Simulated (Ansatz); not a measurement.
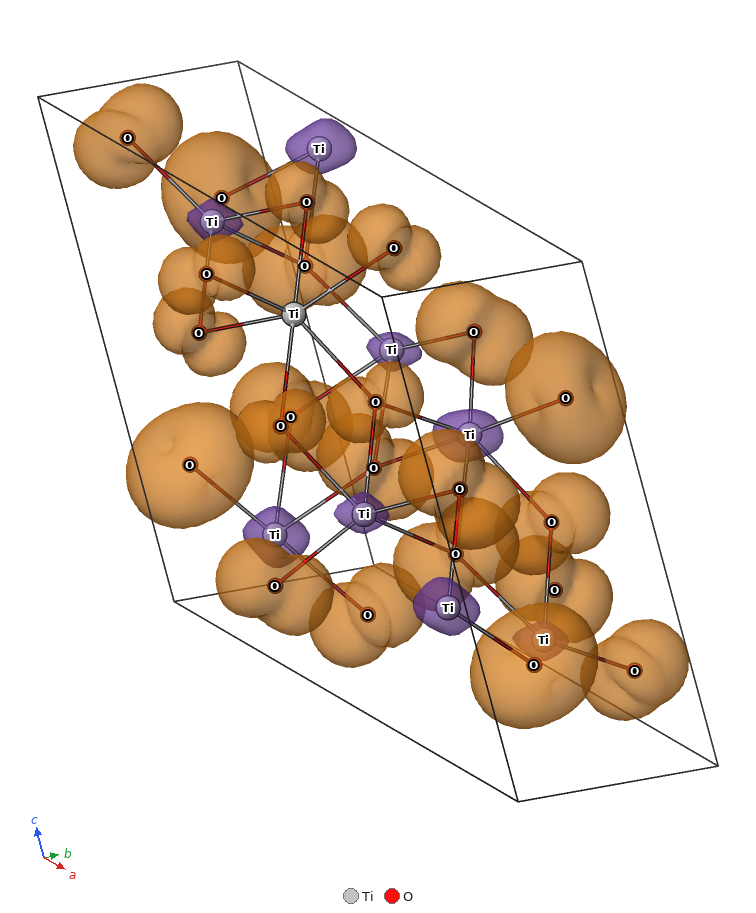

Ti9O20 (cell with a defect). Isosurfaces of the spin density (up minus down) at +0.03 (orange) and −0.03 e/Å³ (purple), seen at an oblique angle. Sticks mark near contacts.

Hubbard U of 4 eV on Ti d only; spin-polarised.

Computed with Ansatz, DFT PBE+U, scalar-relativistic, plane waves, PAW.

### Which atoms carry the moments, and with what signs?

The spin density sits on O: +0.4 μB (×2) in one cell of 29 atoms, with smaller moments on other sites: O (up to +0.26 μB): parallel main moments (a ferromagnetic arrangement) in this solution. The cell of the calculation (29 atoms) carries 4.0 μB of net spin moment.
